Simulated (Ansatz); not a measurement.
System: TiAl₃, space group I4/mmm (No. 139).

Starting cell:
```
CELL_PARAMETERS angstrom
3.81555 0.00000 0.00000
0.00000 3.81555 0.00000
0.00000 0.00000 8.55399
ATOMIC_POSITIONS crystal
Ti 0.00000 0.00000 0.00000
Ti 0.50000 0.50000 0.50000
Al 0.50000 0.50000 0.00000
Al 0.00000 0.50000 0.25000
Al 0.50000 0.00000 0.25000
Al 0.00000 0.00000 0.50000
Al 0.50000 0.00000 0.75000
Al 0.00000 0.50000 0.75000
```

How it was computed, with Ansatz 0.2.0: energy, stress and cell of a relaxed crystal along a series of strains, atoms and what the cell freedom names relaxed within the symmetry; plane waves with PAW datasets, Γ-centred k mesh; energies extrapolated to zero smearing. Level: PBEsol, no spin polarisation.

wave cutoff 420 eV; k mesh 10×10×4; occupations Gaussian; smearing width 0.1 eV; strain kind stretch along c with a and b held; cell freedom cell held, only c stretched.

What does the calculation give for the energy change against strain? The strain takes the values −3, −2, −1, 0, 1, 2, 3 %.

The energy rises on both sides of the starting structure, which is therefore a minimum along this path. The energy change is 11.08 meV/atom at strain −3 % and 9.49 meV/atom at 3 %; the lowest computed point is at strain 0 % (0.00 meV/atom). The solid is metallic at every point.

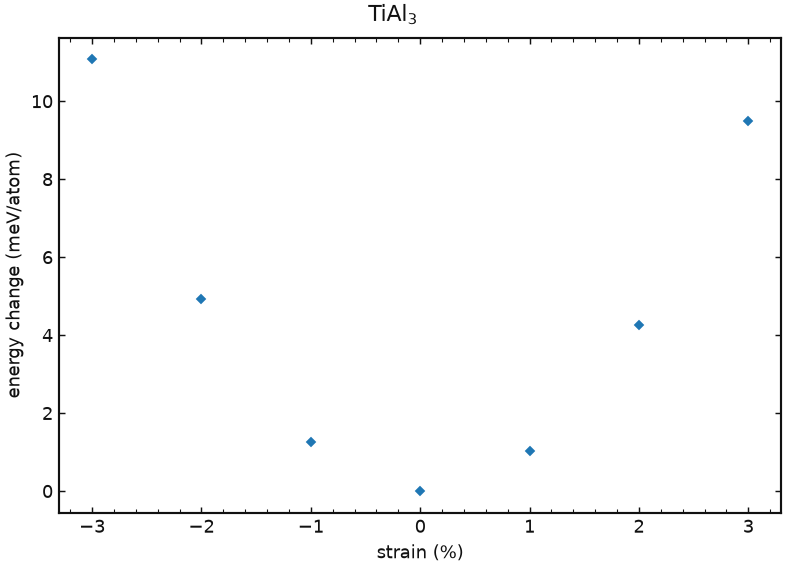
